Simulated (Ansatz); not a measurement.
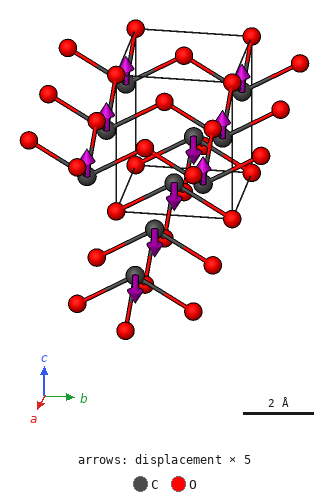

A relaxation of solid CO (built on the litharge_129 type) (coarse preliminary run). The starting structure is drawn; purple arrows show the displacements (the part carried along by the change of the cell is left out), 5 times their true length.

A ball-and-stick model of the cell of the calculation, repeated 3 × 1 × 1 with one cell outlined, seen from a free direction.

Case: litharge type (P4/nmm, No. 129).

Level of theory: DFT PBE, scalar-relativistic, plane waves, PAW (Ansatz).

The input:
```yaml
crystal:
  lattice:
    - [3.3922278395, 0.0, 0.0]
    - [0.0, 3.3922278395, 0.0]
    - [0.0, 0.0, 4.2863748516]
  atoms:
    - { symbol: C, position: [0.0, 0.5, 0.2351] }
    - { symbol: C, position: [0.5, 0.0, 0.7649] }
    - { symbol: O, position: [0.0, 0.0, 0.0] }
    - { symbol: O, position: [0.5, 0.5, 0.0] }
basis:
  ecutwfc: 420
kpoints:
  mp_grid: { grid: [6, 6, 4] }
hamiltonian:
  xc: pbe
scf:
  occupations: { method: gaussian, width: 0.1 }
  lower_state_search: "off"
output:
  forces: true
  stress: true
  eigenvalues: true
relax:
  adjacent_minimum: "off"
  f_tol: 0.04
  max_steps: 70
  cell: { stress_tol: 0.4 }
```

Run as
```bash
ansatz run input.yaml --threads 1 --pin off --max-ram 2560MiB --backend cpu --events-out ev --progress --plain --runs-dir out
```

Question: What did the optimiser do to the structure, and how much energy did it gain?

Answer: The largest moves relative to the cell, 0.18 Å, are those of C1 and C2. C1 goes along −c. O stays in place. Cell: a = b 3.392 → 3.122 Å (−8.0 %), c 4.286 → 3.826 Å (−10.7 %). Volume −24.4 %. Near-neighbour distances that change, for instance: C1–O3 1.973 → 1.720 Å. The space group stays P4/nmm (No. 129). The energy falls by 398 meV per atom in 8 accepted moves (10 points after the start). The largest force component goes from 3.1 to 0.00054 eV/Å. Pressure: −21.80 GPa at the start and −0.23 GPa at the end. At 2 points the geometry stayed and the basis and grid were re-selected for the new cell (energy shift of 4.0 meV per atom at most each time). Cost: 18 s on 1 thread of Arm Neoverse V1 (shared host), peak memory 0.3 GiB.
